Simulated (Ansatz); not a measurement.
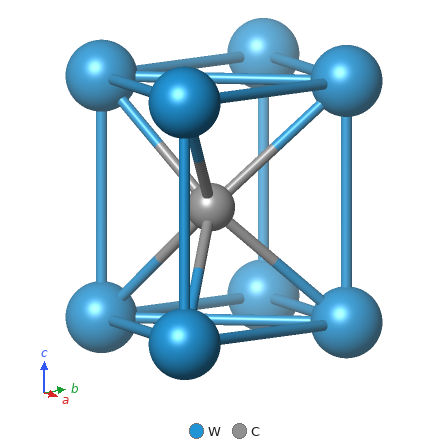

System: WC, space group P-6m2 (No. 187). The picture shows the cell.

Structure:
```yaml
crystal:
  lattice:
    - [2.90050, 0.00000, 0.00000]
    - [-1.45025, 2.51191, 0.00000]
    - [0.00000, 0.00000, 2.82900]
  atoms:
    - { symbol: W, position: [0.00000, 0.00000, 0.00000] }
    - { symbol: C, position: [0.66667, 0.33333, 0.50000] }
```

Computed with Ansatz 0.2.0: deformation of a crystal at fixed volume, lengths along the axis scaled against those across it, fractional coordinates fixed, by plane-wave density functional theory with PAW datasets, free energies less that of the undisturbed cell, pressure positive in compression; scalar-relativistic. Level: PBEsol, no spin polarisation.

- wave cutoff: 420 eV
- k mesh: 21×21×18
- occupations: Gaussian
- smearing width: 0.15 eV
- k shift: (0, 0, 0) (mesh steps)
- start: as given
- path: axial
- axis direction: (0, 0, 1) (Cartesian unit vector)

What does the calculation give for the energy change and pressure against relative axial ratio? The relative axial ratio takes the values 0.80, 0.85, 0.92, 0.96, 1.00, 1.05, 1.10, 1.20, 1.30.

The energy change is 815 meV/atom at relative axial ratio 0.80 and 940 meV/atom at 1.30; the lowest computed point is at relative axial ratio 1.00 (0 meV/atom), and no other minimum shows. The pressure goes from 25.6 GPa at relative axial ratio 0.80 to 6.4 GPa at 1.30, not monotonically, with a low of −2.1 GPa at 1.05, and changes sign near 0.99 and 1.17.

| axial ratio relative to the start | energy change (meV/atom) | pressure (GPa) |
| --- | --- | --- |
| 0.80 | 815 | 25.6 |
| 0.85 | 429 | 15.0 |
| 0.92 | 111 | 5.1 |
| 0.96 | 26 | 1.5 |
| 1.00 | 0 | −0.7 |
| 1.05 | 37 | −2.1 |
| 1.10 | 139 | −2.1 |
| 1.20 | 485 | 0.8 |
| 1.30 | 940 | 6.4 |

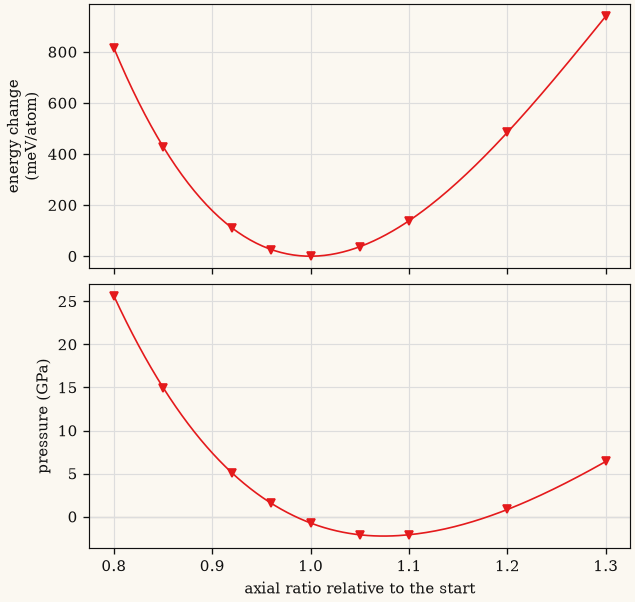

Caveats: reference crystal is not relaxed; shape and atomic fractions are frozen while scaling, which makes layered, chain and framework solids too stiff.
